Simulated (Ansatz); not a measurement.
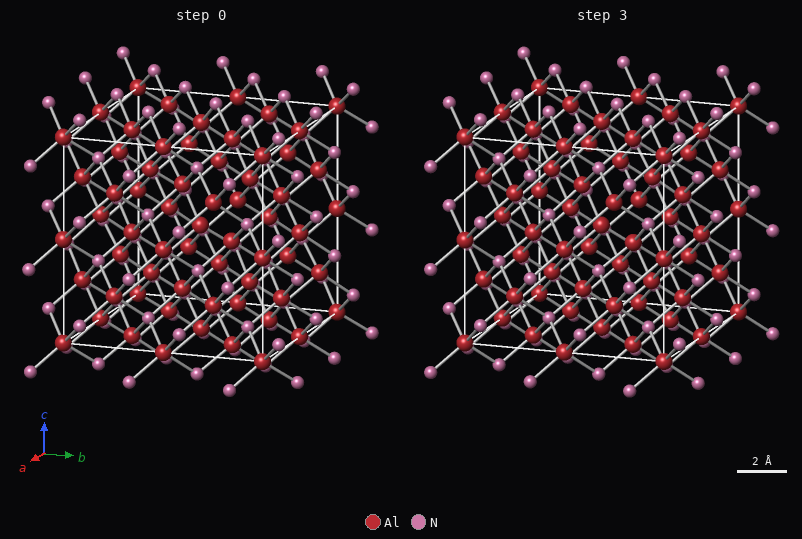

The structure of a defect cell of composition Al$_{32}$N$_{31}$ (cell charge +1) before (left) and after (right) a relaxation, at one scale.

The picture is a ball-and-stick view of the cell of the calculation, seen slightly off an axis.

Method: DFT, PBEsol, PAW, plane waves in Ansatz. (plane-wave cutoff 420 eV; k-point mesh 1 × 1 × 1; mesh shifted by (0.25, 0.25, 0.25); no spin polarisation; atoms relaxed in a fixed cell; force threshold 0.03 eV/Å; at most 80 steps)

### Describe what moved and what it gained.

The largest move is that of an Al atom, 0.087 Å roughly along [0 1 1]. Largest moves by element: Al 0.087 Å, N 0.059 Å. The cell stays as it was. Among the contacts that change: Al–N 1.807 → 1.895 Å, Al–N 1.979 → 1.900 Å, Al–N 1.986 → 1.914 Å, Al–N 1.964 → 1.893 Å. Bond angles that change, for instance: Al–N–Al 106.8° → 110.8°, N–Al–N 107.4° → 111.2°, N–Al–N 105.9° → 109.7°. After 3 geometry steps the energy has fallen by 0.976 eV per cell of the calculation. Largest force component: 1.5 eV/Å at the start, 0.017 eV/Å at the end.

Limits of the set-up: the cell is charged, on a uniform background, and energies carry no finite-size correction.
